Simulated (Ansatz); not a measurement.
# How the conductance of ZrC/GaN/ZrC changes with thickness, part 2 of 6

Wanted: T(E), the conductance and its decay constant for ZrC/GaN/ZrC. Both electrodes are ZrC rock salt(001); the barrier is GaN zinc blende(001) (Ga and Ga faces). In the first transport cell, after relaxation, the nearest pair of electrode and barrier is C–Ga at 2.93 Å, at a slant, at the lower face and C–Ga at 2.44 Å, at a slant, at the upper one. All share a net of side 3.33 Å, which strains the lower electrode by +0.0 % and the barrier by +3.5 %, against typed lattice constants near PBE's. The first steps treat the bulk electrodes alone.

Ansatz 0.2.0; PBE DFT, plane waves, PAW files (the session's first sound run).

So far. Step 2 (Layer spacing of the electrode): Little changed from the start: no atom moved by 0.005 Å and no cell edge by 0.1 %.

## (3) Relaxing the interfaces

System of this step: ZrC/GaN/ZrC. The cell holds 25 atoms: 8 C, 8 Zr, 5 Ga and 4 N. Cell: a = 3.330 Å, b = 3.330 Å, c = 44.047 Å, α = 90.0°, β = 90.0°, γ = 90.0°. Vacuum lies along c.

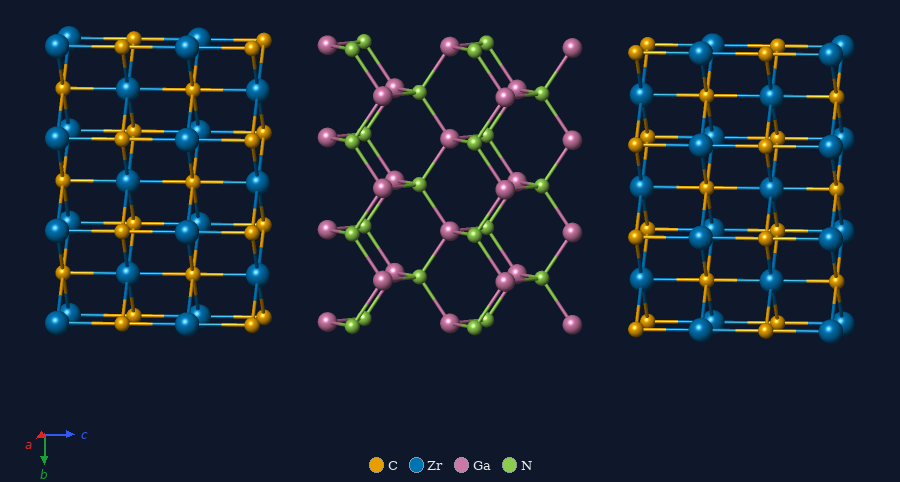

The cell of this step (carbon orange, zirconium blue, gallium pink, nitrogen green). 1×3×1 cells are drawn. Some periodic images of atoms are drawn too.

Tunnelling depends exponentially on distance, so the interfaces are relaxed first. A short slab in vacuum serves: only the barrier and the layers next to it are taken over, and later cells can add or drop layers in the barrier's middle. The dipole correction removes the field that unlike faces would set up across the vacuum.

input.yaml reads:

```yaml
crystal:
  lattice:
    - [3.33, 0.0, 0.0]
    - [0.0, 3.33, 0.0]
    - [0.0, 0.0, 44.0474579167]
  atoms:
    - { symbol: C, position: [0.5, 0.5, 0.181622286] }
    - { symbol: Zr, position: [0.0, 0.0, 0.181622286] }
    - { symbol: C, position: [0.0, 0.0, 0.235092661] }
    - { symbol: Zr, position: [0.5, 0.5, 0.235092661] }
    - { symbol: C, position: [0.5, 0.5, 0.288563036] }
    - { symbol: Zr, position: [0.0, 0.0, 0.288563036] }
    - { symbol: C, position: [0.0, 0.0, 0.342033411] }
    - { symbol: Zr, position: [0.5, 0.5, 0.342033411] }
    - { symbol: Ga, position: [0.5, 0.0, 0.3992344077] }
    - { symbol: "N", position: [0.0, 0.0, 0.4244258058] }
    - { symbol: Ga, position: [0.0, 0.5, 0.4496172039] }
    - { symbol: "N", position: [0.5, 0.5, 0.4748086019] }
    - { symbol: Ga, position: [0.5, 0.0, 0.5] }
    - { symbol: "N", position: [0.0, 0.0, 0.5251913981] }
    - { symbol: Ga, position: [0.0, 0.5, 0.5503827961] }
    - { symbol: "N", position: [0.5, 0.5, 0.5755741942] }
    - { symbol: Ga, position: [0.5, 0.0, 0.6007655923] }
    - { symbol: C, position: [0.0, 0.0, 0.657966589] }
    - { symbol: Zr, position: [0.5, 0.5, 0.657966589] }
    - { symbol: C, position: [0.5, 0.5, 0.711436964] }
    - { symbol: Zr, position: [0.0, 0.0, 0.711436964] }
    - { symbol: C, position: [0.0, 0.0, 0.764907339] }
    - { symbol: Zr, position: [0.5, 0.5, 0.764907339] }
    - { symbol: C, position: [0.5, 0.5, 0.818377714] }
    - { symbol: Zr, position: [0.0, 0.0, 0.818377714] }
kpoints:
  mp_grid: { grid: [8, 8, 1] }
scf:
  occupations: { method: fermi_dirac, width: 0.1 }
  max_iter: 150
hamiltonian:
  xc: pbe
efield:
  axis: 3
  dipole_correction: true
relax:
  f_tol: 0.04
  max_steps: 60
output:
  forces: true
```

Started as:

```
$ ansatz run input.yaml --threads 4 --pin off --max-ram 10240MiB --backend cpu --events-out ev --progress --plain --runs-dir out
```

Numbers of over 12 decimals in the logs are rounded to 6 here.

Log:

```text
[...]
Crystal: 25 atoms, lattice volume = 488.438 Å³
Basis set: ecut = 420 eV, 9627 PW (Γ), exchange–correlation on 48×48×600 points (8 copies of the dense FFT grid, shifted against one another)
Bands: 132, of which v1, the nominal top of the filled ones, is band 107 counted from 1 (106 counted from 0)
Symmetry: 4 space group operations
[...]
k-points: 25 of 64
[...]
SCF iter   1: F=—  HF=-55940.741414 eV  |F-HF|=—  |Δ(HF+E_count)|=         —  Δρ=4.97e-3  dr2=6.33e0  ethr=1.77e-3  p=0.022 e·Å  D=8.10e-3 V/Å  ΔV_dip=-0.36 eV  dr2_dipole=2.33e0  V_vac-E_F(+/−)=3.17/3.53 eV  ⟨swp⟩=7.4  Hψ=14535  notcnv=0  defer=43
efield: sawtooth ramp at fractional position 0.9500 (placed from the atoms, in the widest stretch of the axis that holds none; the zero of the levels goes with the place), width 0.1000; the density the first Hamiltonian is built on has a dipole p = 0.022 e·Å; the dipole correction subtracts the counter field D = 8.10e-3 V/Å, which shifts the + side's vacuum level by -0.36 eV against the − side's; the planar-averaged density in the ramp window peaks in size at 1.8e-5 e/Å³
[...]
SCF iter   2: F=—  HF=-55940.639360 eV  |F-HF|=—  |Δ(HF+E_count)|=   1.02e-1  Δρ=3.47e-3  dr2=1.48e0  ethr=1.77e-3  p=-0.006 e·Å  D=-2.19e-3 V/Å  ΔV_dip=0.10 eV  dr2_dipole=2.19e-1  V_vac-E_F(+/−)=3.80/3.71 eV  ⟨swp⟩=2.2  Hψ=4074  notcnv=0  defer=128
[...]
SCF iter   6: F=-55940.601434 eV  HF=-55940.601467 eV  |F-HF|=3.30e-5  |Δ(HF+E_count)|=   9.03e-6  Δρ=4.24e-5  dr2=3.13e-5  ethr=1.88e-8  p=-0.001 e·Å  D=-5.50e-4 V/Å  ΔV_dip=0.02 eV  dr2_dipole=9.20e-6  V_vac-E_F(+/−)=3.65/3.62 eV  ⟨swp⟩=3.1  Hψ=12874  notcnv=0
WARN: efield: at this solve's end the planar-averaged density reaches 1.17e-5 e/Å³ inside the ramp window [0.9273, 0.0727] (bound 1e-5 e/Å³); the window's nearer edge stands 4.80 Å from this solve's nearest atom along the axis. Its work functions, free energy, forces, stress, dipole, levels and responses can be off, and this figure does not tell by how much. A short vacuum, a low `basis.ecutwfc` or `basis.ecutrho_ratio` and negative occupations (`scf.occupations.method`) can put density there. See the manual's quickstart, § The vacuum guard
SCF 1 converged in 6 iterations: F = -55940.601434 eV  dr2 = 3.13e-5
[...]
relax step   1: F+E_penalty+E_count = -55940.60143412 eV  Δ(F+E_penalty+E_count) = +0.000e0 eV  max|allowed force component| = 1.193e0 eV/Å  Δτ_max = 0.0000 Å  (6 SCF iters, dr2 threshold 4.00e-5 eV, accepted)
[...]
SCF iter   1: F=—  HF=-55940.753196 eV  |F-HF|=—  |Δ(HF+E_count)|=         —  Δρ=8.78e-3  dr2=2.09e0  ethr=9.73e-4  p=-0.001 e·Å  D=-5.51e-4 V/Å  ΔV_dip=0.02 eV  dr2_dipole=7.97e-3  V_vac-E_F(+/−)=3.68/3.65 eV  ⟨swp⟩=1.0  Hψ=10922  notcnv=0  defer=193
efield: sawtooth ramp at fractional position 0.9500 (handed on by an earlier solve), width 0.1000; the density the first Hamiltonian is built on has a dipole p = -0.001 e·Å; the dipole correction subtracts the counter field D = -5.51e-4 V/Å, which shifts the + side's vacuum level by +0.02 eV against the − side's; the planar-averaged density in the ramp window peaks in size at 6.3e-6 e/Å³
[...]
SCF iter   2: F=—  HF=-55940.749808 eV  |F-HF|=—  |Δ(HF+E_count)|=   3.39e-3  Δρ=6.25e-3  dr2=4.66e-1  ethr=9.73e-4  p=0.001 e·Å  D=2.87e-4 V/Å  ΔV_dip=-0.01 eV  dr2_dipole=3.04e-2  V_vac-E_F(+/−)=4.21/4.23 eV  ⟨swp⟩=3.0  Hψ=4658  notcnv=0  defer=194
[...]
SCF iter   6: F=-55940.664041 eV  HF=-55940.664062 eV  |F-HF|=2.11e-5  |Δ(HF+E_count)|=   6.71e-6  Δρ=4.68e-5  dr2=3.26e-5  ethr=4.18e-8  p=-0.000 e·Å  D=-1.63e-4 V/Å  ΔV_dip=0.01 eV  dr2_dipole=6.19e-7  V_vac-E_F(+/−)=4.30/4.30 eV  ⟨swp⟩=3.0  Hψ=13159  notcnv=0
SCF 2 converged in 6 iterations: F = -55940.664041 eV  dr2 = 3.26e-5
relax step   2: F+E_penalty+E_count = -55940.66404096 eV  Δ(F+E_penalty+E_count) = -6.261e-2 eV  max|allowed force component| = 1.478e0 eV/Å  Δτ_max = 0.1946 Å  (6 SCF iters, dr2 threshold 8.90e-5 eV, accepted)
[...]
SCF iter   6: F=-55940.884902 eV  HF=-55940.884932 eV  |F-HF|=3.00e-5  |Δ(HF+E_count)|=   1.56e-5  Δρ=5.75e-5  dr2=4.07e-5  ethr=4.69e-8  p=-0.001 e·Å  D=-4.06e-4 V/Å  ΔV_dip=0.02 eV  dr2_dipole=1.23e-6  V_vac-E_F(+/−)=4.02/4.00 eV  ⟨swp⟩=3.3  Hψ=13441  notcnv=0
SCF 3 converged in 6 iterations: F = -55940.884902 eV  dr2 = 4.07e-5
relax step   3: F+E_penalty+E_count = -55940.88490180 eV  Δ(F+E_penalty+E_count) = -2.209e-1 eV  max|allowed force component| = 6.627e-1 eV/Å  Δτ_max = 0.1906 Å  (6 SCF iters, dr2 threshold 1.00e-4 eV, accepted)
[...]
relax step   4: F+E_penalty+E_count = -55940.92830981 eV  Δ(F+E_penalty+E_count) = -4.341e-2 eV  max|allowed force component| = 4.256e-1 eV/Å  Δτ_max = 0.0767 Å  (5 SCF iters, dr2 threshold 8.82e-5 eV, accepted)
[...]
relax step   5: F+E_penalty+E_count = -55940.97280114 eV  Δ(F+E_penalty+E_count) = -4.449e-2 eV  max|allowed force component| = 2.801e-1 eV/Å  Δτ_max = 0.1844 Å  (6 SCF iters, dr2 threshold 3.64e-5 eV, accepted)
[...]
relax step   6: F+E_penalty+E_count = -55940.99272404 eV  Δ(F+E_penalty+E_count) = -1.992e-2 eV  max|allowed force component| = 1.669e-1 eV/Å  Δτ_max = 0.1188 Å  (6 SCF iters, dr2 threshold 3.24e-5 eV, accepted)
[...]
relax step   7: F+E_penalty+E_count = -55941.00457834 eV  Δ(F+E_penalty+E_count) = -1.185e-2 eV  max|allowed force component| = 3.810e-2 eV/Å  Δτ_max = 0.0662 Å  (6 SCF iters, dr2 threshold 9.88e-6 eV, accepted)
[...]
SCF iter   4: F=-55941.004581 eV  HF=-55941.004581 eV  |F-HF|=5.07e-9  |Δ(HF+E_count)|=   2.15e-8  Δρ=7.82e-7  dr2=7.53e-9  ethr=4.69e-11  p=-0.005 e·Å  D=-1.79e-3 V/Å  ΔV_dip=0.08 eV  dr2_dipole=1.65e-10  V_vac-E_F(+/−)=4.01/3.93 eV  ⟨swp⟩=4.7  Hψ=10801  notcnv=0
SCF 8 converged in 4 iterations: F = -55941.004581 eV  dr2 = 7.53e-9
relax step   8: F+E_penalty+E_count = -55941.00458111 eV  Δ(F+E_penalty+E_count) = -2.766e-6 eV  max|allowed force component| = 3.811e-2 eV/Å  Δτ_max = 0.0000 Å  (4 SCF iters, accepted)
SCF converged after 4 iterations
Free energy (F): -55941.004581 eV
[...]
Internal energy: -55940.822994 eV  (E = F + TS)
E sigma→0 (E₀):  -55940.913788 eV
Entropy (-TS):   -0.181587 eV (-7.263 meV/atom)
Fermi energy:    7.514350 eV
Dipole field:    D = -0.001799 V/Å  (p = -0.004856 e·Å, saw-weighted, corrected)
Work function:   Φ+ = 4.0135 eV   Φ− = 3.9342 eV
Levels:          The Fermi level and band energies are counted from a zero that moves with the ramp; work functions are not
[...]
--- Forces (eV/Å), atoms counted from 1 ---
  atom   1  C      0.00000000     0.00000000    -0.01694349
  atom   2  Zr     0.00000000     0.00000000     0.01565042
  atom   3  C      0.00000000     0.00000000     0.00524464
  atom   4  Zr     0.00000000     0.00000000    -0.00668971
  atom   5  C      0.00000000     0.00000000    -0.01004902
  atom   6  Zr     0.00000000     0.00000000     0.00182352
  atom   7  C      0.00000000     0.00000000    -0.02063256
  atom   8  Zr     0.00000000     0.00000000     0.03580548
  atom   9  Ga     0.00000000     0.00000000    -0.00804253
  atom  10  N      0.00000000     0.00000000    -0.03101602
  atom  11  Ga     0.00000000     0.00000000     0.00975283
  atom  12  N      0.00000000     0.00000000     0.00444793
  atom  13  Ga     0.00000000     0.00000000    -0.01937112
  atom  14  N      0.00000000     0.00000000     0.03810890
  atom  15  Ga     0.00000000     0.00000000    -0.00309130
  atom  16  N      0.00000000     0.00000000     0.00467922
  atom  17  Ga     0.00000000     0.00000000    -0.01847238
  atom  18  C      0.00000000     0.00000000    -0.02978104
  atom  19  Zr     0.00000000     0.00000000     0.02189480
  atom  20  C      0.00000000     0.00000000     0.02664025
  atom  21  Zr     0.00000000     0.00000000     0.01216327
  atom  22  C      0.00000000     0.00000000    -0.02274219
  atom  23  Zr     0.00000000     0.00000000     0.00299929
  atom  24  C      0.00000000     0.00000000     0.02511263
  atom  25  Zr     0.00000000     0.00000000    -0.01747494
  max |Σ_I F_I| component: 1.69e-5 eV/Å
--- Relaxed structure (8 steps of the walk, 8 accepted, 0 SCFs on fresh bases) ---
  F+E_penalty+E_count = -55941.00458111 eV   max|allowed force component| = 3.811e-2 eV/Å
  atoms:
    - { symbol: C, position: [0.5, 0.5, 0.187599] }
    - { symbol: Zr, position: [0.0, 0.0, 0.189328] }
    - { symbol: C, position: [0.0, 0.0, 0.240432] }
    - { symbol: Zr, position: [0.5, 0.5, 0.241067] }
    - { symbol: C, position: [0.5, 0.5, 0.294252] }
    - { symbol: Zr, position: [0.0, 0.0, 0.293721] }
    - { symbol: C, position: [0.0, 0.0, 0.347501] }
    - { symbol: Zr, position: [0.5, 0.5, 0.346090] }
    - { symbol: Ga, position: [0.5, 0.0, 0.402310] }
    - { symbol: N, position: [0.0, 0.0, 0.429253] }
    - { symbol: Ga, position: [0.0, 0.5, 0.452933] }
    - { symbol: N, position: [0.5, 0.5, 0.478759] }
    - { symbol: Ga, position: [0.5, 0.0, 0.502596] }
    - { symbol: N, position: [0.0, 0.0, 0.528390] }
    - { symbol: Ga, position: [0.0, 0.5, 0.552276] }
    - { symbol: N, position: [0.5, 0.5, 0.578228] }
    - { symbol: Ga, position: [0.5, 0.0, 0.602968] }
    - { symbol: C, position: [0.0, 0.0, 0.643567] }
    - { symbol: Zr, position: [0.5, 0.5, 0.652928] }
    - { symbol: C, position: [0.5, 0.5, 0.702583] }
    - { symbol: Zr, position: [0.0, 0.0, 0.703985] }
    - { symbol: C, position: [0.0, 0.0, 0.756272] }
    - { symbol: Zr, position: [0.5, 0.5, 0.755980] }
    - { symbol: C, position: [0.5, 0.5, 0.809573] }
    - { symbol: Zr, position: [0.0, 0.0, 0.807411] }
```

Wall time 5.4 min (4 threads of Arm Neoverse V1, shared host); peak memory 2.3 GiB.

This run has no spin polarisation although its electron count is odd.

The steps of the relaxation:

```
step  energy less that of the first step (eV)  largest force component (eV/Å)
   1                                   0.0000                          1.1933
   2                                  -0.0626                          1.4783
   3                                  -0.2835                          0.6627
   4                                  -0.3269                          0.4256
   5                                  -0.3714                          0.2801
   6                                  -0.3913                          0.1669
   7                                  -0.4031                          0.0381
   8                                  -0.4031                          0.0381
```

The run keeps the 4 symmetry operations that it works with, so distortions that break them were not tested.

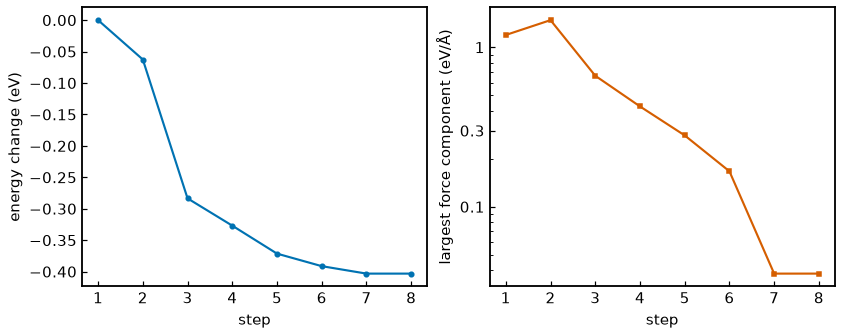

Energy and largest force along the relaxation.

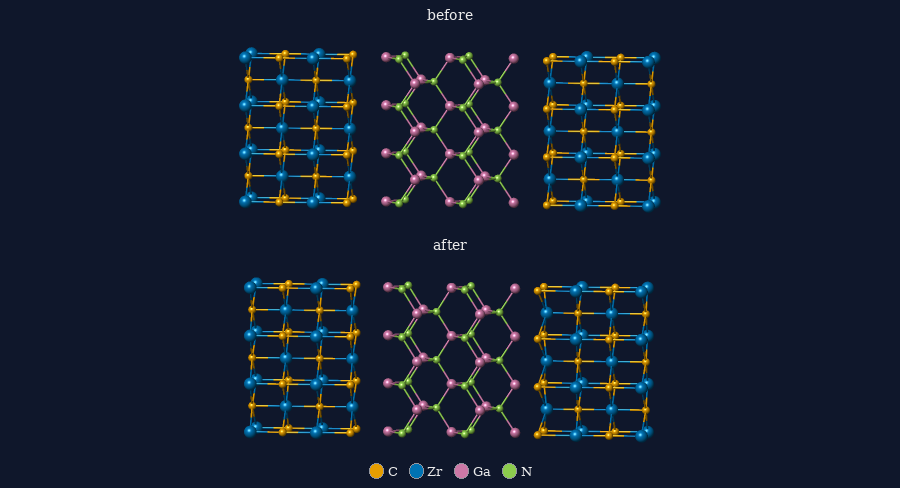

Before and after, at one scale.

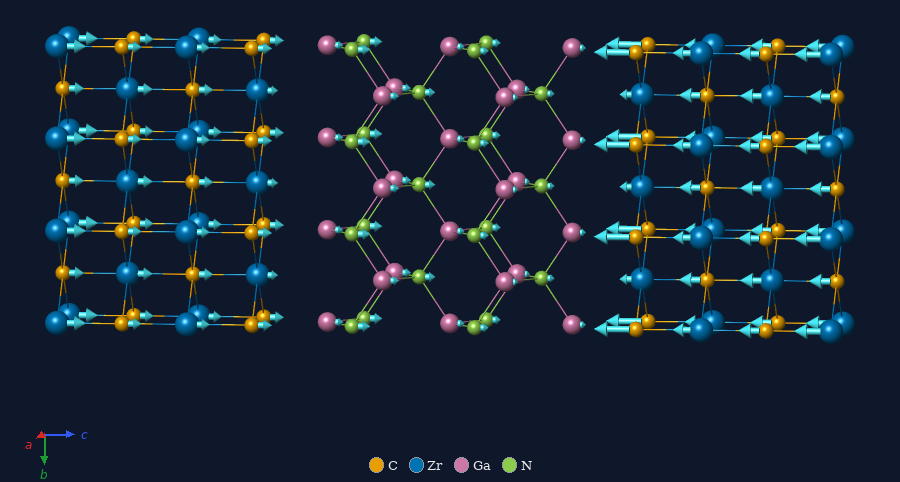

Displacements in the relaxation, exaggerated; the longest in the cell stands for 0.63 Å. 1×3×1 cells are drawn. Some periodic images of atoms are drawn too.

The atoms that moved most (Å):

```
atom     dx     dy      dz  length
 C18  0.000  0.000  -0.634   0.634
Zr25  0.000  0.000  -0.483   0.483
Zr23  0.000  0.000  -0.393   0.393
 C20  0.000  0.000  -0.390   0.390
 C24  0.000  0.000  -0.388   0.388
 C22  0.000  0.000  -0.380   0.380
 Zr2  0.000  0.000   0.339   0.339
Zr21  0.000  0.000  -0.328   0.328
```

Numbers from this step:

```yaml
free_energy: -55941.0046 eV
fermi_energy: 7.514 eV
```

The largest force component on a free atom ends at 0.038 eV/Å. At one or more of this run's solves the program warned of density in the dipole ramp over its bound, where dipole, forces and levels can be off.

(Continued in part 3 of 6.)

[Logs are printed without paths, hosts, clocks, repeated set-up lines and the standing remarks that a program may print on its own settings, such as how far it seeks lower states.]

[Hosts, paths, dates, database ids (printed as entryN), source tags and the programs' standing remarks are cut or masked in the printed files.]
